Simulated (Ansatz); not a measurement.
## Ge: geometry relaxation

The run: geometry relaxation of Ge (P6₃/mmc, 4 atoms in the cell). Method and program: DFT r2SCAN, scalar-relativistic, plane waves, PAW, no spin polarisation (Ansatz 0.2.0).

The structure derives from a Materials Project entry. Figures and captions count atoms from 1; the log counts them from 0 in places.

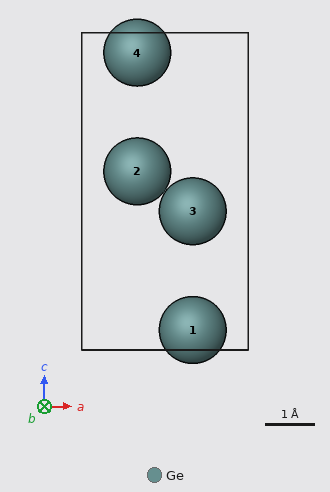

*The input geometry (spheres-only view of the cell of the calculation, along the b axis; atoms are numbered from 1 in the order of the input). An atom can appear more than once, as a periodic image.*

The input
```yaml
crystal:
  lattice:
    - [3.9975858431, 0.0, 0.0]
    - [-1.9987929216, 3.462010894, 0.0]
    - [0.0, 0.0, 6.59937795]
  atoms:
    - { symbol: Ge, position: [0.66666667, 0.33333333, 0.06290125] }
    - { symbol: Ge, position: [0.33333333, 0.66666667, 0.56290125] }
    - { symbol: Ge, position: [0.66666667, 0.33333333, 0.43709875] }
    - { symbol: Ge, position: [0.33333333, 0.66666667, 0.93709875] }
basis:
  ecutwfc: 500
kpoints:
  mp_grid: { grid: [12, 12, 6] }
hamiltonian:
  xc: r2scan
scf:
  occupations: { method: gaussian, width: 0.01 }
output:
  forces: true
  stress: true
  eigenvalues: true
  write_density: true
  write_potential: true
  elf: true
  volumetric_format: npy
relax:
  adjacent_minimum: "off"
  f_tol: 0.005
  max_steps: 80
  cell: { stress_tol: 0.05 }
```

Machine: 1 thread of Arm Neoverse V1, 24 GiB of memory available, shared host.

Launched with:
```bash
ansatz run input.yaml --threads 1 --pin off --max-ram 2560MiB --backend cpu --events-out ev --progress --plain --runs-dir out
```

Log
```
Engine: ansatz 0.2.0, aarch64-unknown-linux-gnu
Pseudopotentials: kind: paw
Pseudopotential: Ge, paw, valence charge 14, recommended cutoff 500 eV (meta_gga), Ge.paw.azcp
Functional definition: r2SCAN
  parameter k0 = 0.174
  parameter k1 = 0.065
  parameter a1 = 4.9479
  exchange = r2scan_x(k0 = k0, k1 = k1, a1 = a1)
  correlation = r2scan_c
Crystal: 4 atoms, lattice volume = 91.333 Å³
Basis set: ecut = 500 eV, 2311 PW (Γ), exchange–correlation on 120×120×200 points (64 copies of the dense FFT grid, shifted against one another)
Bands: 34, of which v1, the nominal top of the filled ones, is band 28 counted from 1 (27 counted from 0)
Symmetry: 24 space group operations
Space group: P63/mmc (ITA 194), of the structure as read, at distance tolerance 4.5e-5 Å
k-points: 76 of 864
Non-local potential: Ge, projectors of the file, l = 0: 2, l = 1: 2, l = 2: 3, l = 3: 1
PAW form: soft (Blöchl's): semilocal exchange-correlation on the pseudo side does not see the compensation charge
PAW frozen core: Ge, regenerated for the run's functional (the file was generated under x = pbe(κ = 0.804, μ = 0.2195149727645171), c = pbe(β = 0.06672455060314922))
PAW one-centre angular grid: Ge, 590 points (default); XC on 160 Gauss nodes
Initial density: superposition of atomic densities (neutral atoms: chi_scale 0, normalization atom), corrected by the library's trained network
Initial wavefunctions: pseudopotential atomic-orbital guess
Functional: x = r2scan, c = r2scan; τ floored in thin density (d = 2e-4 eV/Å³)
SCF iter   1: F=—  HF=-17211.537899 eV  |F-HF|=—  |Δ(HF+E_count)|=         —  Δρ=6.45e-3  dr2=1.27e-2  dr2_τ=8.88e-3  ethr=1.77e-3  ⟨swp⟩=6.5  Hψ=9784  notcnv=0
preconditioner: auto → Resta (q_TF=auto, 2.515 Å⁻¹)  ε∞=2.5  [insulator: Δε(μ)=0.054 eV  Ē_g=23.517 eV  σ=0.010 eV  W_gap=1.00  n_scr=22 (ndim 8)  ℏωp=29.1 eV  f_vac=0.073  D(μ)=0.00/eV (n_scr^D=0)  ε∞_Penn≈2.5]
SCF iter   2: F=—  HF=-17211.556774 eV  |F-HF|=—  |Δ(HF+E_count)|=   1.89e-2  Δρ=1.69e-3  dr2=1.08e-3  dr2_τ=4.93e-5  ethr=2.27e-5  ⟨swp⟩=3.0  Hψ=5971  notcnv=0  defer=109
SCF iter   3: F=—  HF=-17211.556884 eV  |F-HF|=—  |Δ(HF+E_count)|=   1.10e-4  Δρ=1.20e-3  dr2=4.71e-4  dr2_τ=5.02e-6  ethr=1.94e-6  ⟨swp⟩=2.0  Hψ=4891  notcnv=0  defer=109
SCF iter   4: F=—  HF=-17211.556974 eV  |F-HF|=—  |Δ(HF+E_count)|=   8.99e-5  Δρ=4.61e-5  dr2=1.41e-6  dr2_τ=7.93e-8  ethr=8.40e-7  ⟨swp⟩=2.0  Hψ=3348  notcnv=0  defer=109
SCF iter   5: F=—  HF=-17211.556972 eV  |F-HF|=—  |Δ(HF+E_count)|=   2.01e-6  Δρ=1.79e-5  dr2=2.50e-7  dr2_τ=4.09e-9  ethr=2.53e-9  ⟨swp⟩=2.0  Hψ=4603  notcnv=0  defer=109
SCF iter   6: F=-17211.556972 eV  HF=-17211.556972 eV  |F-HF|=2.91e-11  |Δ(HF+E_count)|=   1.70e-7  Δρ=2.27e-6  dr2=5.59e-9  dr2_τ=3.06e-10  ethr=1.79e-10  ⟨swp⟩=12.5  Hψ=15681  notcnv=0
SCF 1 converged in 6 iterations: F = -17211.556972 eV  dr2 = 5.59e-9
  greatest PAW one-centre occupation: 0.998 electrons in one spin orbital (limit 2), on the Ge atom at site 3 (counted from 0), in its partial waves of l = 2
relax step   1: F+E_penalty+E_count = -17211.55697186 eV  Δ(F+E_penalty+E_count) = +0.000e0 eV  max|allowed force component| = 2.139e-3 eV/Å  Δτ_max = 0.0000 Å  P = -0.037 GPa  Ω = 91.333 Å³  (6 SCF iters, dr2 threshold 1.00e-7 eV, accepted)
Crystal: 4 atoms, lattice volume = 91.289 Å³
Initial density: handed on by an earlier stage of this run
Initial wavefunctions: those handed on with the density
iter 1 solved again at ethr=2.24e-8 eV; its pass at ethr=3.10e-3 eV (dr2=1.25e-5 eV) is discarded
SCF iter   1: F=—  HF=-17211.556928 eV  |F-HF|=—  |Δ(HF+E_count)|=         —  Δρ=1.44e-4  dr2=1.35e-5  dr2_τ=2.81e-5  ethr=2.24e-8  ⟨swp⟩=3.4  Hψ=13876  notcnv=0
preconditioner: auto → Resta (q_TF=auto, 2.515 Å⁻¹)  ε∞=2.5  [insulator: Δε(μ)=0.110 eV  Ē_g=23.373 eV  σ=0.010 eV  W_gap=1.00  n_scr=22 (ndim 8)  ℏωp=29.1 eV  f_vac=0.073  D(μ)=0.00/eV (n_scr^D=0)  ε∞_Penn≈2.5]
SCF iter   2: F=—  HF=-17211.556990 eV  |F-HF|=—  |Δ(HF+E_count)|=   6.15e-5  Δρ=8.58e-5  dr2=5.04e-6  dr2_τ=1.65e-8  ethr=2.24e-8  ⟨swp⟩=2.0  Hψ=3192  notcnv=0
SCF iter   3: F=—  HF=-17211.556989 eV  |F-HF|=—  |Δ(HF+E_count)|=   6.19e-7  Δρ=1.36e-5  dr2=1.70e-7  dr2_τ=5.95e-9  ethr=8.99e-9  ⟨swp⟩=2.0  Hψ=3177  notcnv=0
SCF iter   4: F=—  HF=-17211.556989 eV  |F-HF|=—  |Δ(HF+E_count)|=   5.75e-9  Δρ=6.36e-6  dr2=4.56e-8  dr2_τ=1.69e-10  ethr=3.04e-10  ⟨swp⟩=2.3  Hψ=4741  notcnv=0
SCF iter   5: F=-17211.556989 eV  HF=-17211.556989 eV  |F-HF|=6.52e-9  |Δ(HF+E_count)|=  2.55e-10  Δρ=2.51e-6  dr2=5.96e-9  dr2_τ=6.30e-11  ethr=3.25e-11  ⟨swp⟩=7.0  Hψ=13845  notcnv=0
SCF 2 converged in 5 iterations: F = -17211.556989 eV  dr2 = 5.96e-9
  greatest PAW one-centre occupation: 0.998 electrons in one spin orbital (limit 2), on the Ge atom at site 2 (counted from 0), in its partial waves of l = 2
relax step   2: F+E_penalty+E_count = -17211.55698936 eV  Δ(F+E_penalty+E_count) = -1.751e-5 eV  max|allowed force component| = 1.028e-2 eV/Å  Δτ_max = 0.0013 Å  P = -0.006 GPa  Ω = 91.289 Å³  energy of the carried Pulay correction = +1.389e-5 eV  (5 SCF iters, dr2 threshold 1.82e-8 eV, accepted)
Crystal: 4 atoms, lattice volume = 91.291 Å³
iter 1 solved again at ethr=5.32e-9 eV; its pass at ethr=3.10e-3 eV (dr2=2.98e-6 eV) is discarded
SCF iter   1: F=—  HF=-17211.557003 eV  |F-HF|=—  |Δ(HF+E_count)|=         —  Δρ=7.81e-5  dr2=3.26e-6  dr2_τ=8.56e-6  ethr=5.32e-9  ⟨swp⟩=2.9  Hψ=12770  notcnv=0
preconditioner: auto → Resta (q_TF=auto, 2.515 Å⁻¹)  ε∞=2.5  [insulator: Δε(μ)=0.095 eV  Ē_g=23.373 eV  σ=0.010 eV  W_gap=1.00  n_scr=22 (ndim 8)  ℏωp=29.1 eV  f_vac=0.073  D(μ)=0.00/eV (n_scr^D=0)  ε∞_Penn≈2.5]
SCF iter   2: F=—  HF=-17211.557020 eV  |F-HF|=—  |Δ(HF+E_count)|=   1.73e-5  Δρ=4.68e-5  dr2=1.27e-6  dr2_τ=4.58e-9  ethr=5.32e-9  ⟨swp⟩=2.9  Hψ=4724  notcnv=0
SCF iter   3: F=—  HF=-17211.557020 eV  |F-HF|=—  |Δ(HF+E_count)|=   1.17e-7  Δρ=6.65e-6  dr2=3.67e-8  dr2_τ=1.42e-9  ethr=2.27e-9  ⟨swp⟩=2.0  Hψ=3177  notcnv=0
SCF iter   4: F=-17211.557020 eV  HF=-17211.557020 eV  |F-HF|=2.13e-9  |Δ(HF+E_count)|=   1.21e-9  Δρ=3.00e-6  dr2=9.98e-9  dr2_τ=3.70e-11  ethr=2.12e-11  ⟨swp⟩=7.1  Hψ=13842  notcnv=0
SCF 3 converged in 4 iterations: F = -17211.557020 eV  dr2 = 9.98e-9
relax step   3: F+E_penalty+E_count = -17211.55702032 eV  Δ(F+E_penalty+E_count) = -3.095e-5 eV  max|allowed force component| = 1.300e-3 eV/Å  Δτ_max = 0.0007 Å  P = -0.005 GPa  Ω = 91.291 Å³  energy of the carried Pulay correction = +1.336e-5 eV  (4 SCF iters, dr2 threshold 1.19e-8 eV, accepted)
Initial wavefunctions: pseudopotential atomic-orbital guess (no wavefunctions were taken with the density)
iter 1 solved again at ethr=2.43e-7 eV; its pass at ethr=3.10e-3 eV (dr2=1.36e-4 eV) is discarded
SCF iter   1: F=—  HF=-17211.557011 eV  |F-HF|=—  |Δ(HF+E_count)|=         —  Δρ=1.83e-5  dr2=1.66e-8  dr2_τ=7.19e-10  ethr=2.43e-7  ⟨swp⟩=3.0  Hψ=15596  notcnv=0
eigensolver tolerance schedule: the retry pair's looser diagonalisation over-reported the residual by 8205.07 of it (diagonalisation noise at 1.80 of the residual, at the tolerance the schedule requests for it); recorded, not acted on — ethr = c·dr2/N_el stays at c = 1.0e-1
preconditioner: auto → Resta (q_TF=auto, 2.515 Å⁻¹)  ε∞=2.5  [insulator: Δε(μ)=0.097 eV  Ē_g=23.373 eV  σ=0.010 eV  W_gap=1.00  n_scr=22 (ndim 8)  ℏωp=29.1 eV  f_vac=0.073  D(μ)=0.00/eV (n_scr^D=0)  ε∞_Penn≈2.5]
SCF iter   2: F=—  HF=-17211.557007 eV  |F-HF|=—  |Δ(HF+E_count)|=   4.58e-6  Δρ=9.24e-6  dr2=4.97e-9  dr2_τ=1.40e-8  ethr=2.96e-11  ⟨swp⟩=3.4  Hψ=6487  notcnv=0
SCF iter   3: F=—  HF=-17211.557006 eV  |F-HF|=—  |Δ(HF+E_count)|=   1.05e-6  Δρ=3.41e-6  dr2=9.55e-10  dr2_τ=1.87e-9  ethr=8.87e-12  ⟨swp⟩=2.0  Hψ=4703  notcnv=0
SCF iter   4: F=—  HF=-17211.557006 eV  |F-HF|=—  |Δ(HF+E_count)|=   1.62e-7  Δρ=3.74e-7  dr2=6.88e-11  dr2_τ=7.56e-12  ethr=1.70e-12  ⟨swp⟩=2.0  Hψ=3192  notcnv=0
SCF iter   5: F=-17211.557006 eV  HF=-17211.557006 eV  |F-HF|=3.64e-11  |Δ(HF+E_count)|=  6.08e-10  Δρ=7.02e-8  dr2=3.01e-12  dr2_τ=4.43e-13  ethr=1.00e-12  ⟨swp⟩=5.1  Hψ=11419  notcnv=0
SCF 4 converged in 5 iterations: F = -17211.557006 eV  dr2 = 3.01e-12
relax step   4: F+E_penalty+E_count = -17211.55700566 eV  Δ(F+E_penalty+E_count) = +1.466e-5 eV  max|allowed force component| = 1.288e-3 eV/Å  Δτ_max = 0.0000 Å  P = -0.005 GPa  Ω = 91.291 Å³  stress off target by 7.80e-3 GPa  SCF on the basis re-selected at this cell (its energy is not comparable with the rows above)  (5 SCF iters)
```

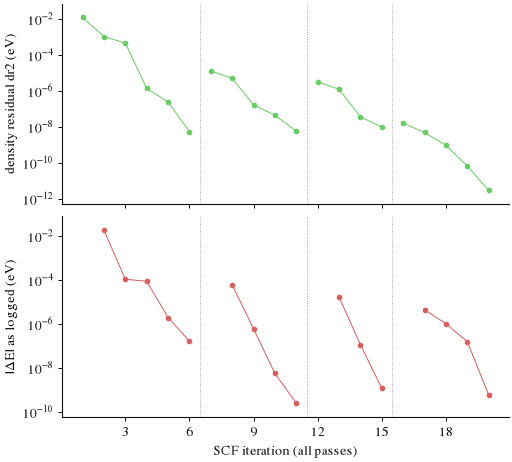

*Convergence of the self-consistent field: density residual dr2 and size of the energy change against the SCF iteration. The dotted lines part the SCF passes of the relaxation: geometry steps, rejected trials and re-solves on a re-selected basis.*

The passes take 6, 5, 4 and 5 iterations.

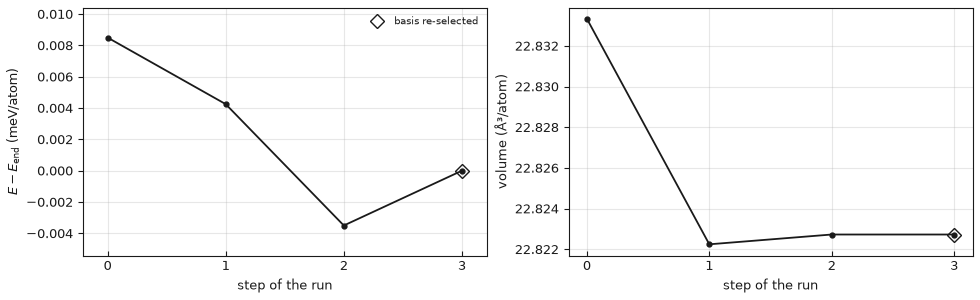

*Progress of the relaxation, step by step (the first geometry is step 0 here and step 1 in the log).*

No atom moves by more than 0.005 Å relative to the cell. The space group stays P6_3/mmc (No. 194). Over 2 geometry steps the energy falls by next to nothing (0.0 meV per atom). The largest force component goes from 0.0021 to 0.0013 eV/Å. Pressure: −0.04 GPa at the start and −0.01 GPa at the end. A last SCF at the same geometry on a re-selected plane-wave basis shifts the energy by +0.0 meV per atom. (Atoms are counted from 1 in the order of the input.)

```
basis re-selected at this cell: Δ(F+E_penalty+E_count) = +1.466e-5 eV, ΔP = -0.000 GPa vs the last step (what re-selecting the basis moved, of the pressure what is left beyond the Pulay correction that the steps carried, after the strain that the cell walked since its last selection, with what the two solves' SCF thresholds leave and, on support functions, any second-order correction that the steps lacked; it is no measure of the basis error at this ecutwfc). This SCF's stress stands 7.80e-3 GPa from its target on what of the cell is left free (relax.cell.stress_tol is 5.00e-2 GPa) and its largest allowed force component is 1.29e-3 eV/Å (relax.f_tol is 5.00e-3 eV/Å): within both
SCF converged after 5 iterations
Free energy (F): -17211.557006 eV
Harris-Foulkes:  -17211.557006 eV  (|F-HF|=3.64e-11)
Internal energy: -17211.557006 eV  (E = F + TS)
E sigma→0 (E₀):  -17211.557006 eV
Fermi energy:    8.500750 eV
--- Per-component energies (eV) ---
  E_band       = -640.657378
  E_kinetic    = 444.005151
  E_local      = -9925.748221  (includes V_loc(G=0)·N_el)
  E_nonlocal   = 1680.098435
  E_hartree    = 4360.095433
  E_xc         = -276.357117
  E_vxc        = -271.552590  (∫ρ·V_xc dr)
  E_paw        = -8136.685552  (= ΣΔE_a)
  E_vpaw       = -1302.895347  (= ΣTr[D̂ρ^β])
  E_aug_tail   = 0.000066  (compensation charges beyond the density's cutoff)
  E_vtau       = 15.244375  (kinetic-family band-sum trace: ∫τ·v_τ [+ j·A + Jᵃ·Aᵃ] dr)
  E_ewald      = -5352.622139
  E_core_change = -4.343063  (= ΣΔE_core)
  E_smearing   = -0.000000  (= −TS)
  E_closure    = 0.000000  (closes the sum)
  Σ components = -17211.557006   (vs F -17211.557006, Δ=0.00e0)
--- Forces (eV/Å), atoms counted from 1 ---
  atom   1  Ge     0.00000000     0.00000000    -0.00128752
  atom   2  Ge    -0.00000000    -0.00000000    -0.00128752
  atom   3  Ge     0.00000000     0.00000000     0.00128752
  atom   4  Ge    -0.00000000    -0.00000000     0.00128752
  max |Σ_I F_I| component: 2.31e-17 eV/Å
--- Stress (GPa, compression-positive) ---
       -0.007796      -0.000000       0.000000
       -0.000000      -0.007796       0.000000
        0.000000       0.000000      -0.000574
  P = ⅓ Tr σ = -0.0054 GPa (-0.054 kbar)
--- Band table (eV; the first three rows and the last of 76) ---
  k-point 0: bands = ["-17.1721", "-17.1721", "-17.1319", "-17.1316", "-17.1316", "-17.1190", "-17.1038", "-17.1038", "-17.0483", "-17.0483", "-16.9155", "-16.9155", "-16.9062", "-16.8905", "-16.8847", "-16.8847", "-16.8611", "-16.8611", "-16.8334", "-16.8334", "-4.9759", "-2.8376", "0.4497", "6.7743", "6.7743", "8.1520", "8.4517", "8.4517", "8.5491", "8.7288", "10.7610", "10.7610", "11.2628", "13.1616"]
  k-point 1: bands = ["-17.1701", "-17.1701", "-17.1363", "-17.1363", "-17.1308", "-17.1195", "-17.0987", "-17.0987", "-17.0521", "-17.0521", "-16.9128", "-16.9128", "-16.9056", "-16.8919", "-16.8862", "-16.8862", "-16.8593", "-16.8593", "-16.8352", "-16.8352", "-4.8883", "-3.1150", "0.9052", "6.6909", "6.8517", "6.8517", "8.2665", "8.2665", "8.6398", "9.8274", "10.9490", "10.9490", "11.3837", "12.9613"]
  k-point 2: bands = ["-17.1644", "-17.1644", "-17.1457", "-17.1457", "-17.1277", "-17.1212", "-17.0877", "-17.0877", "-17.0619", "-17.0619", "-16.9060", "-16.9060", "-16.9034", "-16.8954", "-16.8908", "-16.8908", "-16.8541", "-16.8541", "-16.8402", "-16.8402", "-4.6290", "-3.6707", "1.9906", "4.9932", "7.0774", "7.0774", "7.8600", "7.8600", "8.9070", "9.8122", "11.3869", "11.3869", "12.4862", "12.4862"]
  k-point 75: bands = ["-17.1879", "-17.1879", "-17.1643", "-17.1643", "-17.0957", "-17.0957", "-17.0253", "-17.0253", "-16.9998", "-16.9998", "-16.9829", "-16.9829", "-16.9442", "-16.9442", "-16.9130", "-16.9130", "-16.8376", "-16.8376", "-16.8091", "-16.8091", "-1.7153", "-1.7153", "-0.1127", "-0.1127", "3.8891", "3.8891", "6.1880", "6.1880", "9.8582", "9.8582", "12.7545", "12.7545", "14.5471", "14.5471"]
--- Relaxed structure (3 steps of the walk, 3 accepted, 1 SCFs on fresh bases) ---
  F+E_penalty+E_count = -17211.55700566 eV   max|allowed force component| = 1.288e-3 eV/Å   (the final SCF, on the basis selected at the relaxed cell)
  cell:  # Å, volume = 91.2909 Å³
    - [3.9956487021124607, 2.8853515115562333e-11, 0.0]
    - [-1.9978243510812184, 3.460333280613286, 0.0]
    - [0.0, 0.0, 6.602710984982074]
  atoms:
    - { symbol: Ge, position: [0.6666666666666665, 0.33333333333333326, 0.06298143427765907] }
    - { symbol: Ge, position: [0.3333333333333333, 0.6666666666666666, 0.562981434277659] }
    - { symbol: Ge, position: [0.6666666666666665, 0.33333333333333326, 0.43701856572234093] }
    - { symbol: Ge, position: [0.3333333333333333, 0.6666666666666666, 0.9370185657223409] }
```

Trajectory as extended XYZ (Å, eV, eV/Å), 4 frames, from step=1 to step=4
```
4
Lattice="3.9976 0.0000 0.0000 -1.9988 3.4620 0.0000 0.0000 0.0000 6.5994" Properties=species:S:1:pos:R:3:forces:R:3 step=1 energy=-17211.55697 pressure_GPa=-0.04
Ge    1.9988    1.1540    0.4151    0.0000   0.0000   0.0021
Ge    0.0000    2.3080    3.7148    0.0000   0.0000   0.0021
Ge    1.9988    1.1540    2.8846    0.0000   0.0000  -0.0021
Ge    0.0000    2.3080    6.1843    0.0000   0.0000  -0.0021
4
Lattice="3.9944 0.0000 0.0000 -1.9972 3.4593 0.0000 0.0000 0.0000 6.6066" Properties=species:S:1:pos:R:3:forces:R:3 step=2 energy=-17211.55699 pressure_GPa=-0.01
Ge    1.9972    1.1531    0.4168    0.0000   0.0000  -0.0103
Ge    0.0000    2.3062    3.7201    0.0000   0.0000  -0.0103
Ge    1.9972    1.1531    2.8865    0.0000   0.0000   0.0103
Ge    0.0000    2.3062    6.1898    0.0000   0.0000   0.0103
4
Lattice="3.9956 0.0000 0.0000 -1.9978 3.4603 0.0000 0.0000 0.0000 6.6027" Properties=species:S:1:pos:R:3:forces:R:3 step=3 energy=-17211.55702 pressure_GPa=-0.01
Ge    1.9978    1.1534    0.4158    0.0000   0.0000  -0.0013
Ge    0.0000    2.3069    3.7172    0.0000   0.0000  -0.0013
Ge    1.9978    1.1534    2.8855    0.0000   0.0000   0.0013
Ge    0.0000    2.3069    6.1869    0.0000   0.0000   0.0013
4
Lattice="3.9956 0.0000 0.0000 -1.9978 3.4603 0.0000 0.0000 0.0000 6.6027" Properties=species:S:1:pos:R:3:forces:R:3 step=4 energy=-17211.55701 pressure_GPa=-0.01
Ge    1.9978    1.1534    0.4158    0.0000   0.0000  -0.0013
Ge    0.0000    2.3069    3.7172    0.0000   0.0000  -0.0013
Ge    1.9978    1.1534    2.8855    0.0000   0.0000   0.0013
Ge    0.0000    2.3069    6.1869    0.0000   0.0000   0.0013
```

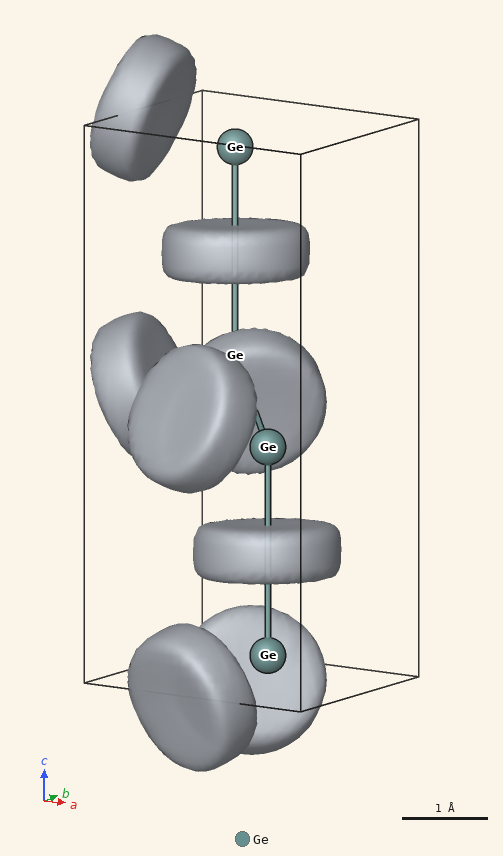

*Isosurface of the ELF at 0.55 (grey), seen slightly off an axis. Only the valence region is drawn (cores and ρ < 0.01 e/Å³ removed). Sticks mark near contacts. The outline is the cell set on symmetry axes.*

Along the contacts the grid gives the following. Ge–Ge (2.45 Å): the ELF peaks at about 0.80 between the atoms (a covalent bond). Core electrons are frozen (PAW), so the fields are smoothed inside the atomic spheres.

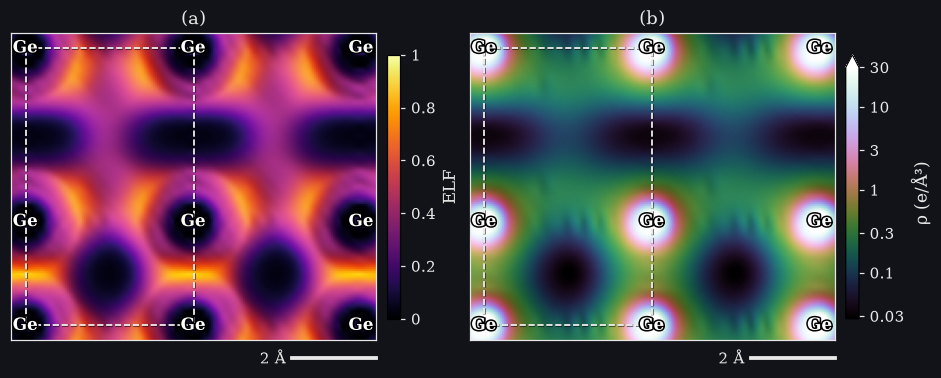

*(a) ELF; (b) valence pseudo-density on the (010) plane of the conventional cell.*

Atoms in the plane: Ge. Ge–Ge (2.47 Å): the density is about 0.49 e/Å³ at the midpoint; the ELF peaks at about 0.80 between the atoms, which marks a covalent bond. Away from the nuclei the density in this plane falls to 0.03 e/Å³ at its lowest.

Summary

| quantity | value |
| --- | --- |
| outcome | converged |
| space group (tolerance 0.01 Å) | P6₃/mmc (194) |
| electrons treated | 56 |
| free energy | −17211.5570 eV |
| Fermi energy | 8.501 eV |
| gap on the k-point mesh | 0.10 eV |
| pressure | −0.01 GPa |
| final volume | 91.29 Å³ |
| largest force (length of the vector) at the end | 0.001 eV/Å |
| final cell | a = 3.996 Å, b = 3.996 Å, c = 6.603 Å, α = 90.00°, β = 90.00°, γ = 120.00° |
| wall time | 2.1 min |
| peak memory | 0.69 GiB |
